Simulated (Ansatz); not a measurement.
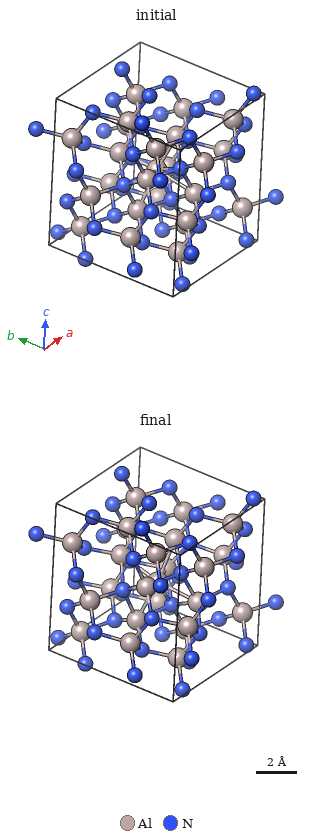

The structure of a defect cell of composition Al₂₅N₂₄ before (top) and after (bottom) a relaxation, at one scale.

Style: ball-and-stick. Shown: the cell of the calculation (origin shifted), from a free direction.

Case: Al interstitial, charge +0, atoms relaxed at the host's cell.

Theory: DFT PBE, scalar-relativistic, plane waves, PAW (Ansatz 0.2.0). Settings: plane-wave cutoff 420 eV; k-point mesh 2 × 2 × 2; occupations gaussian; smearing width 0.01 eV; mesh shifted by (0.5, 0.5, 0.5); collinear spin; atoms relaxed in a fixed cell; force threshold 0.025 eV/Å; at most 45 steps.

**What changed between the two?**

The largest move is that of an Al atom, 0.43 Å along [−1 −1 −1]. Largest moves by element: Al 0.43 Å, N 0.20 Å. The lattice vectors keep their values. Some distances before and after: Al–Al 2.090 → 2.380 Å, Al–N 1.915 → 2.088 Å, Al–N 1.902 → 2.069 Å, Al–N 2.004 → 1.899 Å. Bond angles that change, for instance: N–Al–Al 168.1° → 149.9°, N–Al–N 108.2° → 120.1°, N–Al–Al 75.3° → 85.9°. Over 7 geometry steps the energy falls by 3.793 eV per cell of the calculation. The largest force component goes from 6.1 to 0.019 eV/Å.

Limits of the set-up: the periodic images lie only 8.0 Å apart, so the values are limited by the cell's size.
